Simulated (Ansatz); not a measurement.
# Single-point calculation of HfS$_{2}$

The run: single-point calculation of HfS$_{2}$ (P-3m1, 27 atoms in the cell). Method and program: DFT PBE+D3(BJ), scalar-relativistic, plane waves, PAW, no spin polarisation (Ansatz 0.2.0).

The structure derives from a Materials Project entry. It belongs to a series of runs on one base structure; here: the perfect crystal in a cell of 27 atoms.

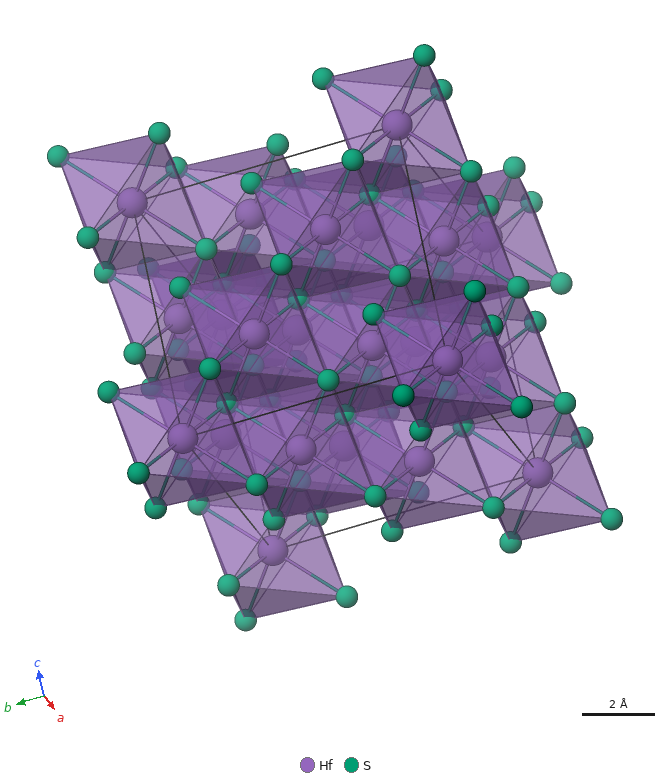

Figure 1. The input geometry (polyhedral view of the cell of the calculation, seen at an oblique angle; polyhedra are completed across the faces of the cell). An atom can appear more than once, as a periodic image.

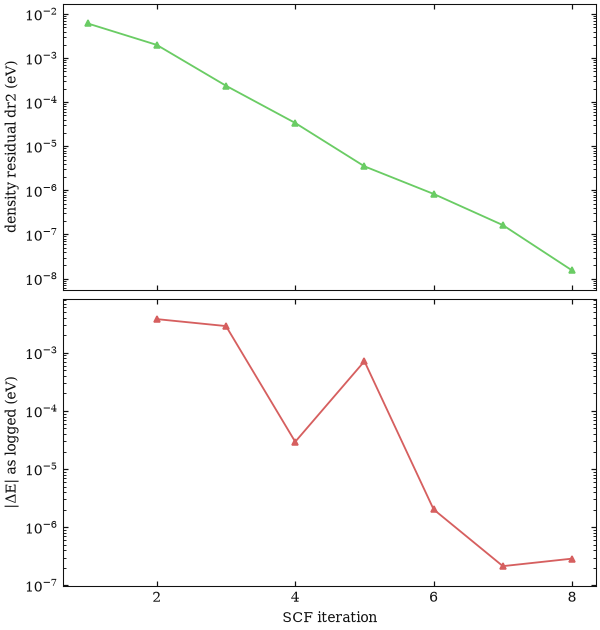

Figure 2. Convergence of the self-consistent field: density residual dr2 and size of the energy change against the SCF iteration. The residual falls at every step.

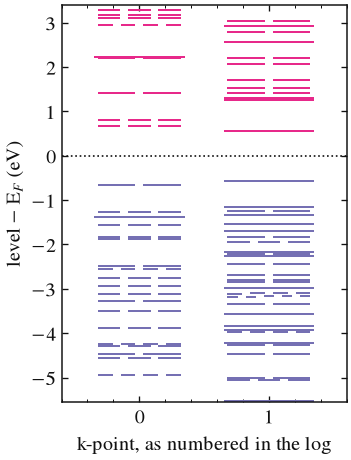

Figure 3. Kohn–Sham levels near the Fermi level (dotted) at the few k-points that the log prints; levels within 0.02 eV of each other stand side by side. Among these points the highest filled and lowest empty levels are 1.13 eV apart, which is the gap on the mesh.

These pictures come from the run below.

Input file:
```yaml
crystal:
  lattice:
    - [0.0, 6.2455376308, -5.7703876601]
    - [5.4087942486, -3.1227688154, -5.7703876601]
    - [-5.4087942486, -3.1227688154, -5.7703876601]
  atoms:
    - { symbol: Hf, position: [0.0, 0.3333333333, 0.6666666667] }
    - { symbol: Hf, position: [0.3333333333, 0.0, 0.6666666667] }
    - { symbol: Hf, position: [0.0, 0.6666666667, 0.3333333333] }
    - { symbol: Hf, position: [0.6666666667, 0.6666666667, 0.6666666667] }
    - { symbol: Hf, position: [0.3333333333, 0.3333333333, 0.3333333333] }
    - { symbol: Hf, position: [0.0, 0.0, 1.0] }
    - { symbol: Hf, position: [0.6666666667, 0.0, 0.3333333333] }
    - { symbol: Hf, position: [0.3333333333, 0.6666666667, 1.0] }
    - { symbol: Hf, position: [0.6666666667, 0.3333333333, 1.0] }
    - { symbol: S, position: [0.8619091171, 0.1952424505, 0.1952424505] }
    - { symbol: S, position: [0.1952424505, 0.8619091171, 0.1952424505] }
    - { symbol: S, position: [0.8619091171, 0.5285757838, 0.8619091171] }
    - { symbol: S, position: [0.5285757838, 0.5285757838, 0.1952424505] }
    - { symbol: S, position: [0.1952424505, 0.1952424505, 0.8619091171] }
    - { symbol: S, position: [0.8619091171, 0.8619091171, 0.5285757838] }
    - { symbol: S, position: [0.5285757838, 0.8619091171, 0.8619091171] }
    - { symbol: S, position: [0.1952424505, 0.5285757838, 0.5285757838] }
    - { symbol: S, position: [0.5285757838, 0.1952424505, 0.5285757838] }
    - { symbol: S, position: [0.1380908829, 0.1380908829, 0.4714242162] }
    - { symbol: S, position: [0.4714242162, 0.8047575495, 0.4714242162] }
    - { symbol: S, position: [0.1380908829, 0.4714242162, 0.1380908829] }
    - { symbol: S, position: [0.8047575495, 0.4714242162, 0.4714242162] }
    - { symbol: S, position: [0.4714242162, 0.1380908829, 0.1380908829] }
    - { symbol: S, position: [0.1380908829, 0.8047575495, 0.8047575495] }
    - { symbol: S, position: [0.8047575495, 0.8047575495, 0.1380908829] }
    - { symbol: S, position: [0.4714242162, 0.4714242162, 0.8047575495] }
    - { symbol: S, position: [0.8047575495, 0.1380908829, 0.8047575495] }
basis:
  ecutwfc: 420
  xc_grid: 2
kpoints:
  mp_grid: { grid: [2, 2, 2], shift: [0.5, 0.5, 0.5] }
hamiltonian:
  xc: pbe
  dispersion: d3bj
scf:
  occupations: { method: gaussian, width: 0.01 }
output:
  forces: true
  stress: true
  eigenvalues: true
```

Launched with:
```bash
ansatz run input.yaml --threads 4 --pin off --max-ram 10240MiB --backend cpu --events-out ev --progress --plain --runs-dir out
```

Log:
```
Engine: ansatz 0.2.0, aarch64-unknown-linux-gnu
Pseudopotentials: kind: paw
Pseudopotential: Hf, paw, valence charge 26, recommended cutoff 420 eV (normal), Hf.paw.azcp
Pseudopotential: S, paw, valence charge 6, recommended cutoff 420 eV (normal), S.paw.azcp
Functional definition: PBE
  parameter kappa = 0.804
  parameter beta = 0.06672455060314922
  exchange = pbe_x(kappa = kappa, mu = beta*pi^2/3)
  correlation = pbe_c(beta = beta)
Crystal: 27 atoms, lattice volume = 584.785 Å³
Basis set: ecut = 420 eV, 11377 PW (Γ), exchange–correlation on 120×120×120 points (8 copies of the dense FFT grid, shifted against one another)
Bands: 206, of which v1, the nominal top of the filled ones, is band 171 counted from 1 (170 counted from 0)
Symmetry: 108 space group operations
Space group: P-3m1 (ITA 164), of the structure as read, at distance tolerance 8.4e-5 Å
k-points: 2 of 8
Non-local potential: Hf, projectors of the file, l = 0: 3, l = 1: 2, l = 2: 2, l = 3: 3
Non-local potential: S, projectors of the file, l = 0: 2, l = 1: 2, l = 2: 2
PAW form: soft (Blöchl's): semilocal exchange-correlation on the pseudo side does not see the compensation charge
PAW one-centre angular grid: Hf, 590 points (default); XC on 64 Gauss nodes
PAW one-centre angular grid: S, 110 points (default); XC on 64 Gauss nodes
Initial density: superposition of atomic densities (neutral atoms: chi_scale 0, normalization atom), corrected by the library's trained network
Initial wavefunctions: pseudopotential atomic-orbital guess
Functional: x = pbe(κ = 0.804, μ = 0.2195149727645171), c = pbe(β = 0.06672455060314922)
SCF iter   1: F=—  HF=-157780.379159 eV  |F-HF|=—  |Δ(HF+E_count)|=         —  Δρ=1.42e-3  dr2=6.12e-3  ethr=1.77e-3  ⟨swp⟩=6.0  Hψ=1351  notcnv=0  defer=36
preconditioner: auto → Resta (q_TF=auto, 2.495 Å⁻¹)  ε∞=5.7  [insulator: Δε(μ)=1.133 eV  Ē_g=11.674 eV  σ=0.010 eV  W_gap=1.00  n_scr=154 (ndim 8)  ℏωp=25.2 eV  f_vac=0.045  D(μ)=0.00/eV (n_scr^D=0)  ε∞_Penn≈5.7]
SCF iter   2: F=—  HF=-157780.375383 eV  |F-HF|=—  |Δ(HF+E_count)|=   3.78e-3  Δρ=8.32e-4  dr2=1.99e-3  ethr=1.79e-6  ⟨swp⟩=2.5  Hψ=836  notcnv=0  defer=53
SCF iter   3: F=—  HF=-157780.378249 eV  |F-HF|=—  |Δ(HF+E_count)|=   2.87e-3  Δρ=1.21e-4  dr2=2.36e-4  ethr=5.83e-7  ⟨swp⟩=2.0  Hψ=644  notcnv=0  defer=37
automatic band count: iteration 3 solves 198 bands in place of 206: the levels show a gap, and the empty bands left out lie too high to hold charge; the band table lists the bands solved (type scf.n_extra_bands for more)
SCF iter   4: F=—  HF=-157780.378278 eV  |F-HF|=—  |Δ(HF+E_count)|=   2.94e-5  Δρ=5.80e-5  dr2=3.38e-5  ethr=6.89e-8  ⟨swp⟩=2.0  Hψ=467  notcnv=0  defer=37
SCF iter   5: F=—  HF=-157780.377565 eV  |F-HF|=—  |Δ(HF+E_count)|=   7.13e-4  Δρ=2.03e-5  dr2=3.51e-6  ethr=9.90e-9  ⟨swp⟩=2.0  Hψ=629  notcnv=0  defer=37
SCF iter   6: F=—  HF=-157780.377567 eV  |F-HF|=—  |Δ(HF+E_count)|=   2.02e-6  Δρ=1.04e-5  dr2=8.30e-7  ethr=1.03e-9  ⟨swp⟩=2.0  Hψ=701  notcnv=0  defer=37
SCF iter   7: F=—  HF=-157780.377567 eV  |F-HF|=—  |Δ(HF+E_count)|=   2.14e-7  Δρ=4.24e-6  dr2=1.63e-7  ethr=2.43e-10  ⟨swp⟩=2.0  Hψ=681  notcnv=0  defer=37
SCF iter   8: F=-157780.377567 eV  HF=-157780.377567 eV  |F-HF|=2.64e-8  |Δ(HF+E_count)|=   2.88e-7  Δρ=1.26e-6  dr2=1.53e-8  ethr=2.92e-11  ⟨swp⟩=9.0  Hψ=1621  notcnv=0
SCF 1 converged in 8 iterations: F = -157780.377567 eV  dr2 = 1.53e-8
  greatest PAW one-centre occupation: 0.999 electrons in one spin orbital (limit 2), on the Hf atom at site 8 (counted from 0), in its partial waves of l = 0
SCF converged after 8 iterations
Free energy (F): -157780.377567 eV
Harris-Foulkes:  -157780.377567 eV  (|F-HF|=2.64e-8)
Internal energy: -157780.377567 eV  (E = F + TS)
E sigma→0 (E₀):  -157780.377567 eV
Fermi energy:    10.053943 eV
--- Per-component energies (eV) ---
  E_band       = -1717.466353
  E_kinetic    = 5716.589663
  E_local      = -72142.677213  (includes V_loc(G=0)·N_el)
  E_nonlocal   = -10680.997259
  E_hartree    = 33313.074011
  E_xc         = -4449.866809
  E_vxc        = -3971.246285  (∫ρ·V_xc dr)
  E_paw        = -73147.599278  (= ΣΔE_a)
  E_vpaw       = 12734.714901  (= ΣTr[D̂ρ^β])
  E_aug_tail   = 0.000017  (compensation charges beyond the density's cutoff)
  E_ewald      = -36379.701426
  E_disp       = -9.199273  (pairwise vdW)
  E_smearing   = -0.000000  (= −TS)
  E_closure    = 0.000000  (closes the sum)
  Σ components = -157780.377567   (vs F -157780.377567, Δ=0.00e0)
--- Forces (eV/Å), atoms counted from 1 ---
  atom   1  Hf     0.00000000     0.00000000     0.00000000
  atom   2  Hf     0.00000000    -0.00000000    -0.00000000
  atom   3  Hf     0.00000000    -0.00000000    -0.00000000
  atom   4  Hf     0.00000000    -0.00000000    -0.00000000
  atom   5  Hf    -0.00000000    -0.00000000     0.00000000
  atom   6  Hf     0.00000000     0.00000000    -0.00000000
  atom   7  Hf     0.00000000     0.00000000    -0.00000000
  atom   8  Hf     0.00000000     0.00000000    -0.00000000
  atom   9  Hf     0.00000000     0.00000000     0.00000000
  atom  10  S      0.00000000     0.00000000     0.00615658
  atom  11  S      0.00000000     0.00000000     0.00615658
  atom  12  S      0.00000000    -0.00000000     0.00615658
  atom  13  S      0.00000000    -0.00000000     0.00615658
  atom  14  S      0.00000000     0.00000000     0.00615658
  atom  15  S      0.00000000    -0.00000000     0.00615658
  atom  16  S      0.00000000    -0.00000000     0.00615658
  atom  17  S      0.00000000     0.00000000     0.00615658
  atom  18  S      0.00000000    -0.00000000     0.00615658
  atom  19  S     -0.00000000     0.00000000    -0.00615658
  atom  20  S     -0.00000000    -0.00000000    -0.00615658
  atom  21  S     -0.00000000     0.00000000    -0.00615658
  atom  22  S     -0.00000000    -0.00000000    -0.00615658
  atom  23  S     -0.00000000     0.00000000    -0.00615658
  atom  24  S     -0.00000000     0.00000000    -0.00615658
  atom  25  S      0.00000000     0.00000000    -0.00615658
  atom  26  S     -0.00000000     0.00000000    -0.00615658
  atom  27  S     -0.00000000     0.00000000    -0.00615658
  max |Σ_I F_I| component: 8.99e-18 eV/Å
--- Stress (GPa, compression-positive) ---
        0.155448      -0.000000       0.000000
        0.000000       0.155448       0.000000
       -0.000000       0.000000      -0.106548
  P = ⅓ Tr σ = 0.0681 GPa (0.681 kbar)
--- Band table (eV) ---
  k-point 0: bands = ["-52.4659", "-52.4605", "-52.4605", "-52.4605", "-52.4605", "-52.4605", "-52.4605", "-52.4578", "-52.4578", "-21.1977", "-21.1977", "-21.1977", "-21.1977", "-21.1977", "-21.1977", "-21.1845", "-21.1845", "-21.1845", "-21.1845", "-21.1585", "-21.1271", "-21.1271", "-21.1271", "-21.1269", "-21.1269", "-21.1269", "-21.1117", "-21.1117", "-21.0762", "-21.0762", "-21.0762", "-21.0762", "-21.0762", "-21.0762", "-21.0407", "-21.0407", "-3.5578", "-2.7552", "-2.7552", "-2.7552",
      "-2.6766", "-2.6766", "-2.6766", "-2.6361", "-2.5683", "-2.5683", "-2.5683", "-2.5146", "-2.5146", "-2.5146", "-2.5146", "-2.5090", "-2.5090", "-2.5090", "-2.4232", "-2.4147", "-2.4147", "-2.4147", "-2.4147", "-2.4147", "-2.4147", "-2.4104", "-2.4104", "-2.4103", "-2.4103", "-2.4045", "-2.4045", "-2.4045", "-2.4042", "-2.4042", "-2.4042", "-2.4042", "-2.4042", "-2.4028", "-2.4028", "-2.4028", "-2.4028", "-2.4027", "-2.4027", "-2.4027",
      "-2.4027", "-2.4027", "-2.4027", "-2.3954", "-2.3954", "-2.3954", "-2.3953", "-2.3953", "-2.3953", "-2.3945", "-2.3945", "-2.3923", "-2.3923", "-2.3923", "-2.3923", "-2.3923", "-2.3923", "-2.3871", "-2.3871", "-2.3827", "-2.3022", "-2.3022", "-2.3022", "-2.2859", "-2.2859", "-2.2859", "-1.9289", "-1.9289", "-1.9289", "-1.9180", "-1.9180", "-1.9180", "-1.9154", "-1.9154", "-1.9154", "-1.9154", "-1.8803", "5.1026", "5.1032", "5.1032",
      "5.1032", "5.4846", "5.4846", "5.4846", "5.5800", "5.5800", "5.7602", "5.7602", "5.7602", "5.8163", "5.8163", "5.8163", "5.8163", "6.1782", "6.1782", "6.1782", "6.5583", "6.5583", "6.5583", "6.7803", "6.7803", "6.9401", "6.9401", "6.9401", "7.1121", "7.1121", "7.1121", "7.2915", "7.2915", "7.2915", "7.5085", "7.5085", "7.5085", "7.5085", "7.5647", "7.5647", "8.1810", "8.1810", "8.1810", "8.2141",
      "8.2141", "8.2141", "8.4877", "8.4877", "8.4877", "8.6790", "8.7969", "8.7969", "8.7969", "9.3956", "9.3956", "10.7336", "10.7336", "10.7336", "10.8703", "10.8703", "10.8703", "11.4785", "11.4785", "12.2566", "12.2566", "12.2793", "13.0106", "13.0106", "13.0106", "13.0106", "13.1619", "13.1619", "13.1619", "13.2256", "13.2256", "13.2256", "13.3312", "13.3312", "13.3312", "13.5111", "13.5111", "13.5111"]
  k-point 1: bands = ["-52.4641", "-52.4641", "-52.4614", "-52.4614", "-52.4587", "-52.4587", "-52.4587", "-52.4587", "-52.4587", "-21.2486", "-21.2217", "-21.2217", "-21.2216", "-21.2216", "-21.1616", "-21.1616", "-21.1483", "-21.1480", "-21.1328", "-21.1328", "-21.1185", "-21.1185", "-21.1184", "-21.1184", "-21.1166", "-21.1138", "-21.1138", "-21.1138", "-21.1138", "-21.0935", "-21.0935", "-21.0880", "-21.0803", "-21.0803", "-21.0525", "-21.0525", "-3.3716", "-3.1144", "-2.8385", "-2.8385",
      "-2.6729", "-2.5852", "-2.5852", "-2.5738", "-2.5693", "-2.5563", "-2.5563", "-2.5518", "-2.5518", "-2.5038", "-2.5038", "-2.4839", "-2.4839", "-2.4204", "-2.4204", "-2.4162", "-2.4162", "-2.4119", "-2.4118", "-2.4118", "-2.4117", "-2.4117", "-2.4093", "-2.4083", "-2.4083", "-2.4083", "-2.4082", "-2.4082", "-2.4053", "-2.4053", "-2.4051", "-2.4051", "-2.4032", "-2.4032", "-2.4006", "-2.4005", "-2.3983", "-2.3982", "-2.3982", "-2.3981",
      "-2.3981", "-2.3981", "-2.3972", "-2.3972", "-2.3970", "-2.3970", "-2.3958", "-2.3954", "-2.3954", "-2.3939", "-2.3939", "-2.3925", "-2.3889", "-2.3886", "-2.3886", "-2.3877", "-2.3875", "-2.3875", "-2.3875", "-2.3875", "-2.3867", "-2.3804", "-2.3021", "-2.3021", "-2.1696", "-2.1696", "-2.1588", "-2.1588", "-2.0638", "-1.9721", "-1.9721", "-1.8433", "-1.8433", "-1.8387", "-1.8387", "-1.7753", "-1.6982", "4.5332", "5.0025", "5.0025",
      "5.0081", "5.0534", "5.0534", "5.5773", "5.5773", "5.7870", "5.7870", "5.8362", "6.0765", "6.0765", "6.0851", "6.0851", "6.1258", "6.2187", "6.4874", "6.7216", "6.7216", "6.8781", "6.8781", "6.8877", "6.8925", "6.8925", "6.9417", "6.9539", "6.9539", "6.9592", "7.0833", "7.2148", "7.2148", "7.2619", "7.2619", "7.3688", "7.3688", "7.6247", "7.6247", "7.7834", "7.8393", "7.8393", "7.8781", "8.1182",
      "8.1205", "8.1205", "8.2152", "8.2152", "8.3512", "8.5240", "8.7107", "8.7996", "8.7996", "8.9029", "9.4907", "10.6172", "11.3039", "11.3485", "11.4777", "11.4777", "11.5805", "11.5805", "11.7607", "11.7607", "12.1243", "12.1243", "12.2503", "12.2671", "12.6107", "12.8504", "12.8504", "12.9909", "13.0958", "13.0958", "13.5939", "13.5939", "13.6255", "13.6256", "13.6256", "13.6630", "13.6630", "13.7243"]
```

Summary:

- outcome: converged
- space group (tolerance 0.01 Å): P-3m1 (164)
- electrons treated: 342
- free energy: −157780.3776 eV
- Fermi energy: 10.054 eV
- gap on the k-point mesh: 1.13 eV
- pressure: 0.07 GPa
- largest force (length of the vector): 0.006 eV/Å
- hardware: 4 threads of Arm Neoverse V1, 24 GiB of memory available, shared host
- wall time: 5.4 s (CPU time 21 s)
- peak memory: 1.4 GiB

Notes:

Spin–orbit coupling is left out, which matters for Hf.
